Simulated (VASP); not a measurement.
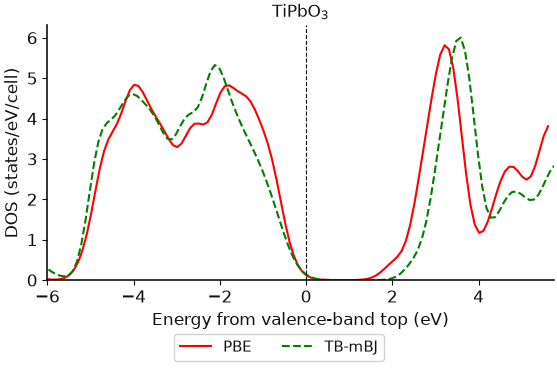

Total densities of states of TiPbO3, space group P4mm, 5 atoms in the cell (a = 3.899 Å, c = 4.150 Å (tetragonal axes)), by two methods on the same cell. The DOS curves are built from the levels of the k mesh with Gaussians 0.55 eV wide, which also blur the band edges; ripples of that width can come from the mesh. Each is counted from its own valence-band top.

Q: How do the methods compare?

A: PBE gives a gap of 1.75 eV and TB-mBJ gives a gap of 2.30 eV.

Settings. PBE: VASP PAW PBE potentials, release 64 (Ti_sv, Pb_d, O), no spin polarisation, no spin-orbit coupling, 8×8×8 k mesh, 520 eV cutoff, Gaussian smearing of 0.03 eV (VASP 6.6.1). TB-mBJ: VASP PAW PBE potentials, release 64 (Ti_sv, Pb_d, O), no spin polarisation, no spin-orbit coupling, 8×8×8 k mesh, 520 eV cutoff, Gaussian smearing of 0.03 eV (VASP 6.6.1).

Gaps are the smallest over all k points computed. Spin-orbit coupling is left out, which matters for Pb. TB-mBJ: the PAW data sets were made with another functional. TB-mBJ: this is a model potential built to give gaps, with no total energy. The cell is at 6 GPa in PBE.
